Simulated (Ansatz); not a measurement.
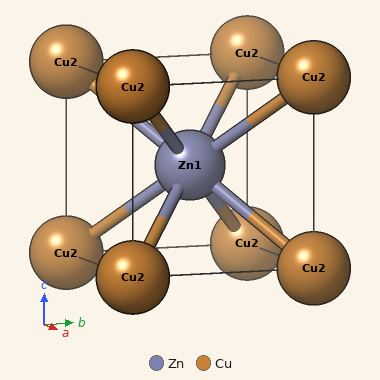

The system is ZnCu (Pm-3m, No. 221; 2 atoms in the cell); the picture shows the reference structure. The energy is mapped over two homogeneous strains (x, y and z along the cube axes). First axis: normal strain along x. Second axis: normal strain along y. Nothing is relaxed (symmetry fixes all fractional coordinates). Grid: 5 × 5 points; 15 points were computed and 10 follow by symmetry. Points are written as (first, second). All energies are given in meV/atom relative to the lowest grid point. These are results of DFT PBEsol, scalar-relativistic, plane waves, PAW (Ansatz 0.2.0), not measurements. Settings: cutoff 520 eV, k-mesh 16×16×16, gaussian smearing 0.15 eV, no spin polarisation.

Its coordinates:

```yaml
crystal:
  lattice:
    - [2.90773, 0.00000, 0.00000]
    - [0.00000, 2.90773, 0.00000]
    - [0.00000, 0.00000, 2.90773]
  atoms:
    - { symbol: Zn, position: [0.50000, 0.50000, 0.50000] }
    - { symbol: Cu, position: [0.00000, 0.00000, 0.00000] }
```

Range: normal strain along x from −15.0 to 15.0 %; normal strain along y from −15.0 to 15.0 %.

Q: What landscape does the calculation give?

A: The lowest grid point is at (0.0 %, 0.0 %). No other kind of well shows on this grid. The highest grid point, (−15.0 %, −15.0 %), lies 774 meV/atom above the lowest. Round the minimum the valley is strongly tilted: raising normal strain along x shifts the best value of normal strain along y downwards (coupling k₁₂/√(k₁₁k₂₂) about 0.9).

```csv
"normal strain along y ↓, normal strain along x →",−15.0,−7.5,0.0,7.5,15.0
15.0,62,27,88,194,315
7.5,95,8,26,96,194
0.0,199,39,0,26,88
−7.5,406,151,39,8,27
−15.0,774,406,199,95,62
```

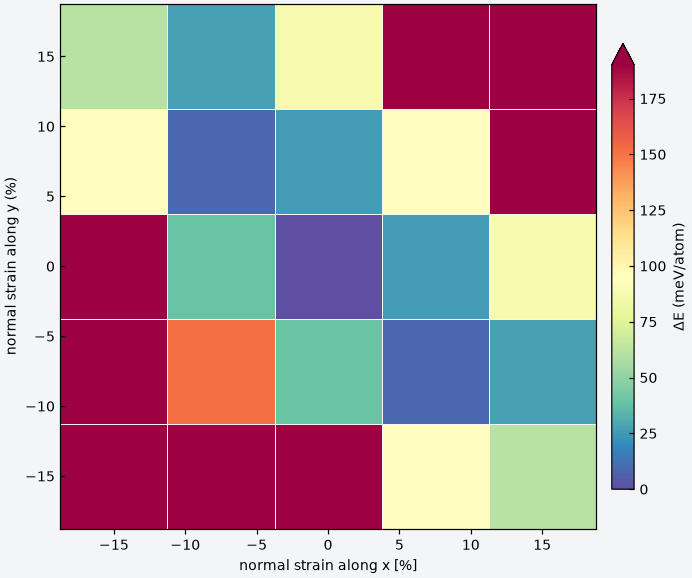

The picture shows one coloured cell a grid point, one colour for all values above the top of the scale.

The whole map (15 points run) took 8.4 min on 1 thread of Arm Neoverse N1 (shared host).
